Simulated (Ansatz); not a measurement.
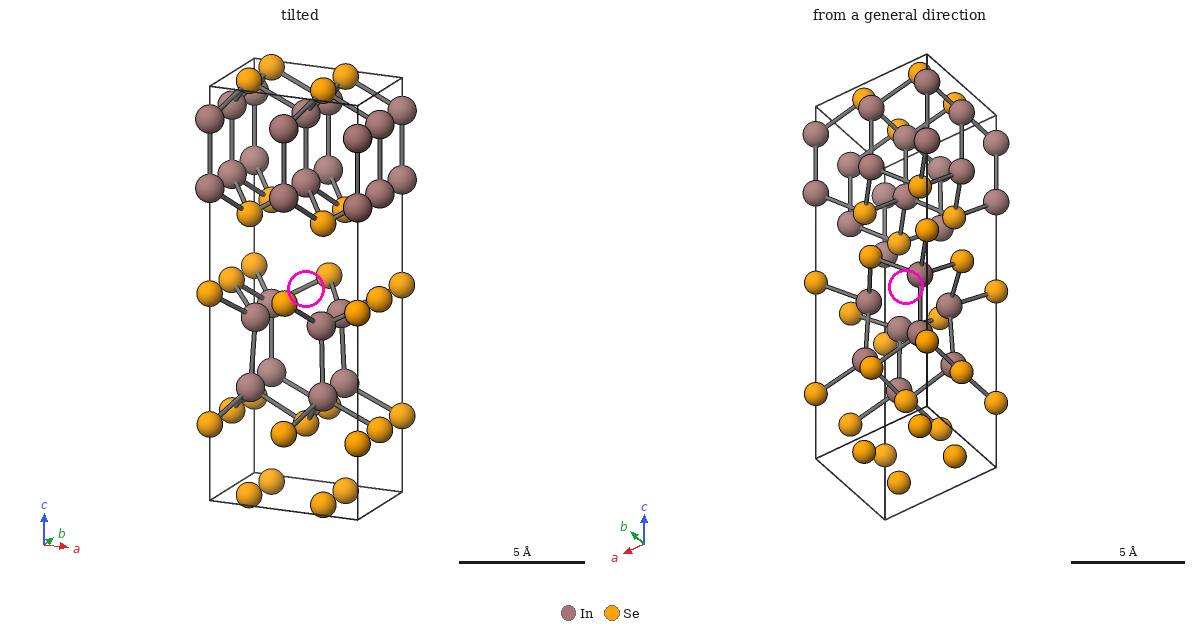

Shown here is a ball-and-stick view of the crystal, taken slightly off an axis and from a general direction. The supercell is outlined; an atom on or near a face, edge or corner is repeated at each equivalent position. The host is InSe, in a cell of 32 sites, and the cell is neutral. A ring marks the defect's site.

### Which defect is modelled here, and what are its neighbours?

A selenium vacancy. Around the empty site lie three In at about 2.4 Å.

The atoms were relaxed in the host's cell with DFT PBE+D3(BJ), scalar-relativistic, plane waves, PAW in Ansatz.
